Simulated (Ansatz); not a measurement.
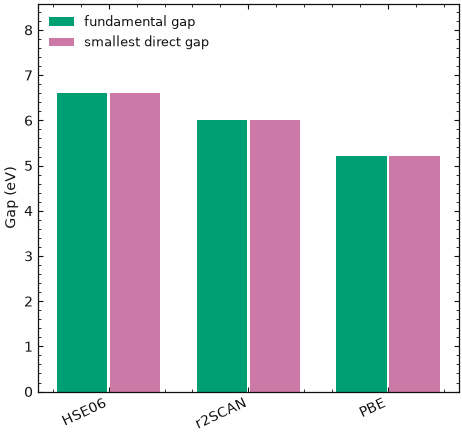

Gaps of NaCl, space group R-3m (No. 166), 2 atoms in the cell, rocksalt type, epitaxial (111) strain −2.0%, at several levels of theory on one cell (Ansatz, plane waves and PAW; edges over the mesh and the special points).

**How does the gap depend on the level, and does its kind change?**

In rising order: PBE 5.21 eV, r2SCAN 6.01 eV and HSE06 6.60 eV. It is direct at every level.
